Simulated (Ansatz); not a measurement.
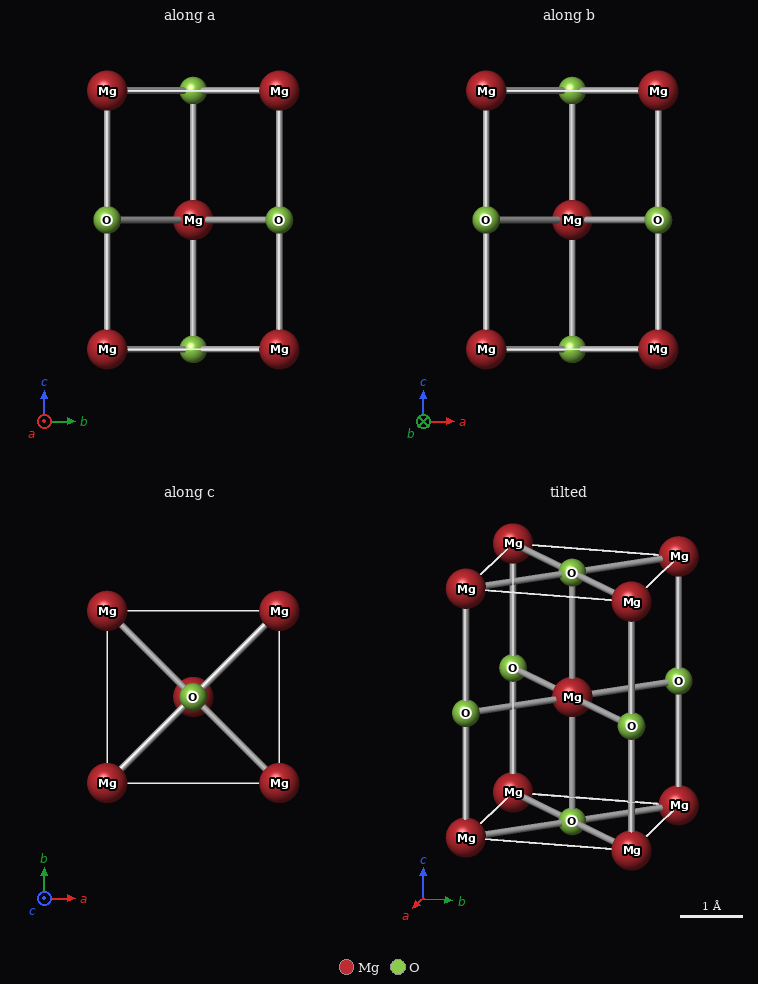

An orthographic ball-and-stick view of the structure, along the a axis, along the b axis, along the c axis and slightly off an axis. One conventional unit cell is framed, with atoms on its boundary repeated.

Lattice parameters: a = 2.799 Å, b = 2.799 Å, c = 4.204 Å, α = 90.00°, β = 90.00°, γ = 90.00°.

Q: Put the structure into a table of Wyckoff sites.

A: Space group I4/mmm (No. 139).
```
atom  site       x       y       z
  Mg    2a  0.0000  0.0000  0.0000
   O    2b  0.5000  0.5000  0.0000
```

The model was built from a structure type filled with these elements by a generator (whether the compound takes this form wasn't checked). The cell was then strained or its atoms displaced on purpose. An electronic-structure calculation with Ansatz was run on it.

At this level of theory the cell isn't at rest (compressed, at 27 GPa), so its distances can differ from those at equilibrium, the more so the softer the solid.
